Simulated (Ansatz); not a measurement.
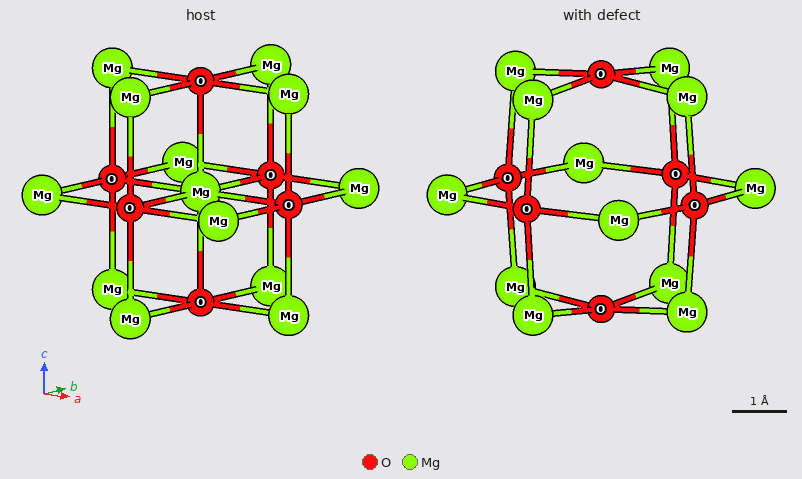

Left: perfect MgO. Right: the same region with one point defect, after relaxing the atoms in a supercell of 64 sites. A ball-and-stick model of the atoms within 3.3 Å of one point, seen from a free direction.

The calculation used DFT, PBEsol, PAW, plane waves in Ansatz. Settings: plane-wave cutoff 420 eV; k-point mesh 1 × 1 × 1; mesh shifted by (0.25, 0.25, 0.25); no spin polarisation. Fermi-Dirac smearing of 0.01 eV. A uniform background neutralises the charged cell. The axes drawn are those of the host's conventional cell.

> What kind of defect was made?

A magnesium atom is taken out (a vacancy).

The charge state of the cell is −2.

> What does the relaxation do around it?

Around the empty Mg site the host had 6 O at 2.11 Å; after relaxation the nearest atoms are 6 O at 2.23 to 2.24 Å. Of the host's atoms, an oxygen atom moves furthest from its site, by 0.13 Å.

Limits of the set-up: the periodic images lie only 8.4 Å apart, so the values are limited by the cell's size; the cell is charged, on a uniform background, and energies carry no finite-size correction.
